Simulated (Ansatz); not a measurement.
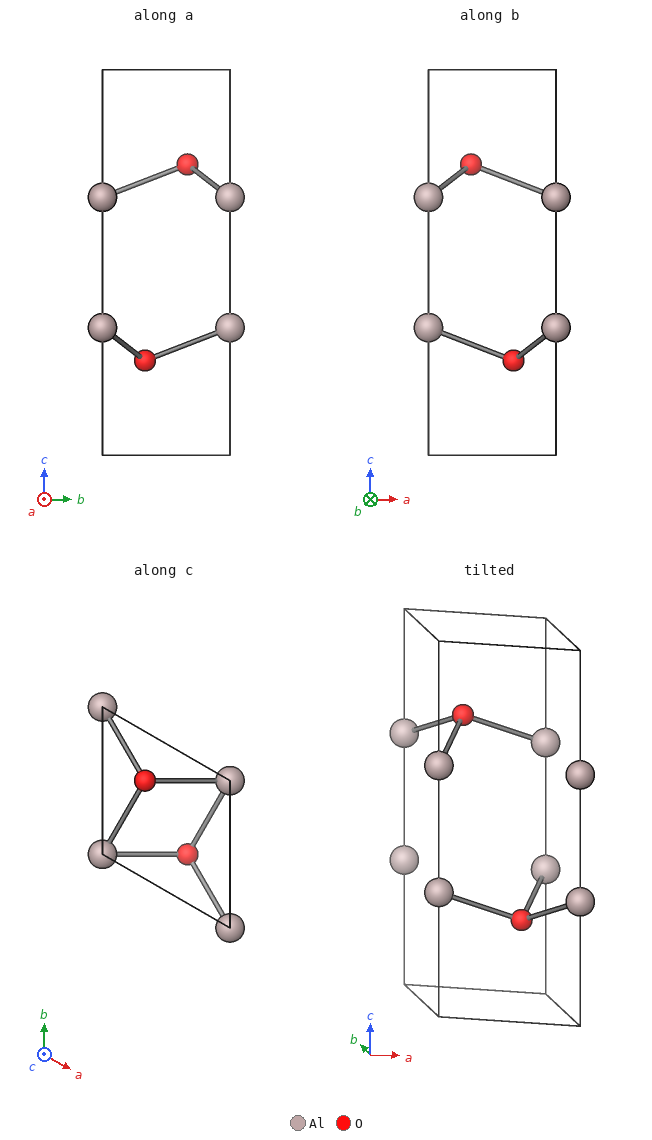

Crystal structure, ball-and-stick style, seen along the a axis, along the b axis, along the c axis and slightly off an axis. The frame is the conventional unit cell; atoms at its boundary are shown with their periodic copies.

Lattice parameters: a = 2.973 Å, b = 2.973 Å, c = 7.785 Å, α = 90.00°, β = 90.00°, γ = 120.00°. Put a along x and b in the xy plane.

Convert the drawing into a POSCAR file, with free fractional coordinates to two decimals.

```
Al O
1.0
     2.973    0.000    0.000
    -1.487    2.575    0.000
     0.000    0.000    7.785
Al O
2 2
Direct
  0.00 0.00 0.67
  0.00 0.00 0.33
  0.3333 0.6667 0.75
  0.6667 0.3333 0.25
```

It goes back to a structure type filled with these elements by a generator (whether the compound takes this form wasn't checked). Earlier steps of the study may have refined or changed the cell and positions. It went into a calculation with Ansatz.
